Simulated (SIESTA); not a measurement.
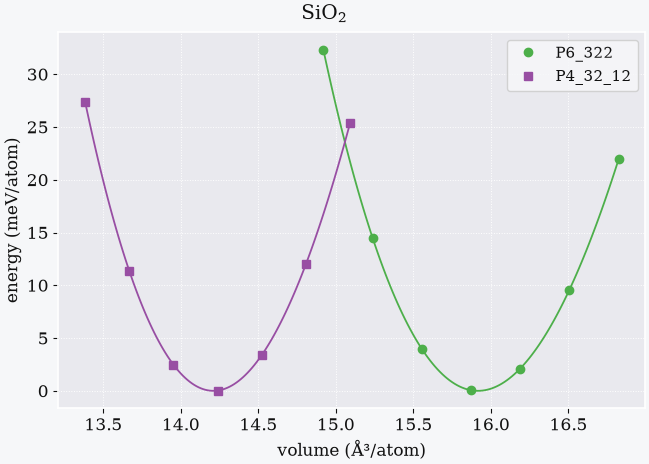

Plotted: energy against volume, with one curve for each structure, for SiO₂. Each energy curve has its own zero, so the curves don't rank the structures.

Method: DFT in numerical atomic orbitals with pseudopotentials, no spin polarisation; energies at scaled volumes of the given cell, shape and fractions fixed, counted from the fit's minimum, third-order Birch-Murnaghan fit (SIESTA 5.4.2). Level: LDA.

```
       setting                                                                     value
   occupations                                                               Fermi–Dirac
smearing width                                                                   0.05 eV
    potentials  PseudoDojo 0.4 standard, converted to PSML, two zetas on semicore shells
```

Settings that differ: P6_322: k mesh 4×4×2; P4_32_12: k mesh 4×4×3.

Q: Order the curves by fitted equilibrium volume, smallest first.

A: P4_32_12 14.210, P6_322 15.916 Å³/atom.

Q: Order the curves by fitted bulk modulus, smallest first.

A: P6_322 149.0, P4_32_12 164.6 GPa.

Note: mulliken charges of long orbitals; shape and atomic fractions are frozen while scaling, which makes layered, chain and framework solids too stiff.
